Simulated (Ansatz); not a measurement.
System: HfO₂, space group P4_2/nmc (No. 137).

Starting cell:
```yaml
crystal:
  lattice:
    - [3.57669, 0.00000, 0.00000]
    - [0.00000, 3.57669, 0.00000]
    - [0.00000, 0.00000, 5.20222]
  atoms:
    - { symbol: Hf, position: [0.50000, 0.50000, 0.50000] }
    - { symbol: Hf, position: [0.00000, 0.00000, 0.00000] }
    - { symbol: O, position: [0.00000, 0.50000, 0.69621] }
    - { symbol: O, position: [0.50000, 0.00000, 0.80379] }
    - { symbol: O, position: [0.50000, 0.00000, 0.30379] }
    - { symbol: O, position: [0.00000, 0.50000, 0.19621] }
```

Computed with Ansatz 0.2.0: Born effective charges by linear response at the zone centre, in units of the proton charge, Cartesian axes of the given cell; DFT, PBE, plane waves, PAW. Level: PBE, no spin polarisation.

- periodic directions: 3
- potentials: PAW
- wave cutoff: 420 eV
- k mesh: 6×6×4

Predict the mean Born effective charge of each atom. The cases: Hf 1; Hf 2; O 1; O 2; O 3; O 4.

Hf 1 and Hf 2 share the largest size, 5.29 e, and the charges add up to 0.00 e. O 1, O 2, O 3 and O 4 are equally anisotropic; for O 1: its diagonal components run from −3.48 to −2.06 e.

```csv
atom,mean Born effective charge (e),Born charge xx (e),Born charge zz (e)
Hf 1,5.29,5.548,4.784
Hf 2,5.29,5.548,4.784
O 1,-2.65,-3.483,-2.392
O 2,-2.65,-3.483,-2.392
O 3,-2.65,-2.065,-2.392
O 4,-2.65,-2.065,-2.392
```

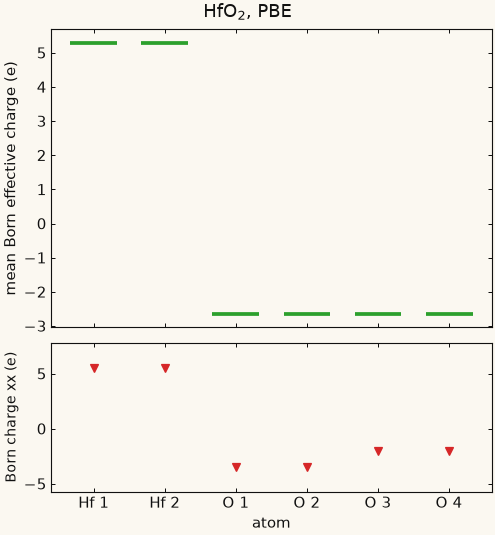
